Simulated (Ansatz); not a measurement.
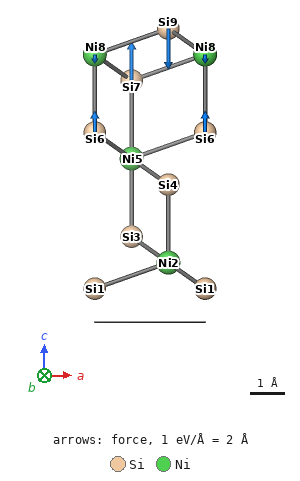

Starting geometry of a slab of composition Si$_{2}$Ni (cut from the Fm-3m phase) with the computed forces as blue arrows. Style: ball-and-stick. Shown: the 1 × 2 repeat of the cell, outlined in the plane, without the vacuum, along the b axis.

Case: clean slab, lower half held. The slab is the (1 1 1) face of Si2Ni. 4 atoms are held fixed.

All numbers below come from DFT PBEsol, scalar-relativistic, plane waves, PAW (Ansatz 0.2.0).

Input
```yaml
crystal:
  lattice:
    - [3.8123023566, 0.0, 0.0]
    - [-1.9061511783, 3.3015506877, 0.0]
    - [0.0, 0.0, 24.781829599]
  atoms:
    - { symbol: Si, position: [0.0, 0.0, 0.3429932389] }
    - { symbol: Ni, position: [0.6666666667, 0.3333333333, 0.3743945911] }
    - { symbol: Si, position: [0.3333333333, 0.6666666667, 0.4057959433] }
    - { symbol: Si, position: [0.6666666667, 0.3333333333, 0.4685986478] }
    - { symbol: Ni, position: [0.3333333333, 0.6666666667, 0.5] }
    - { symbol: Si, position: [0.0, 0.0, 0.5314013522] }
    - { symbol: Si, position: [0.3333333333, 0.6666666667, 0.5942040567] }
    - { symbol: Ni, position: [0.0, 0.0, 0.6256054089] }
    - { symbol: Si, position: [0.6666666667, 0.3333333333, 0.6570067611] }
basis:
  ecutwfc: 420
kpoints:
  mp_grid: { grid: [9, 9, 1] }
hamiltonian:
  xc: pbesol
scf:
  occupations: { method: gaussian, width: 0.1 }
output:
  forces: true
  eigenvalues: true
  write_density: true
  write_potential: true
  elf: true
  volumetric_format: npy
relax:
  adjacent_minimum: "off"
  f_tol: 0.03
  max_steps: 70
  constraints: [{ sites: [0, 1, 2, 3] }]
efield:
  axis: 3
  dipole_correction: true
  ramp_width: 0.04
```

Run as
```bash
ansatz run input.yaml --threads 2 --pin off --max-ram 5120MiB --backend cpu --events-out ev --progress --plain --runs-dir out
```

What follows when this structure is relaxed?

It isn't relaxed: the largest force vector, on Si9, is 0.62 eV/Å. The final displacements follow the starting forces only in part (cosine between the two patterns 0.83). Si9 moves most: 0.12 Å along the normal (−c). Largest moves by element: Si 0.12 Å, Ni 0.03 Å. The cell doesn't change. Some distances before and after: Si6–Ni8 2.335 → 2.293 Å, Ni8–Si9 2.335 → 2.305 Å, Si7–Ni8 2.335 → 2.316 Å, Ni5–Si7 2.335 → 2.352 Å. Bond angles that change, for instance: Ni8–Si9–Ni8 109.5° → 111.6°. The energy falls by 50.9 meV per cell of the calculation in 2 accepted moves (3 points after the start). The largest force component goes from 0.62 to 0.024 eV/Å. 1 step only repeated the SCF at the same geometry. Cost: 45 s on 2 threads of Intel(R) Xeon(R) Platinum 8259CL CPU @ 2.50GHz (Skylake/Cascade Lake), on a shared host, peak memory 0.71 GiB.
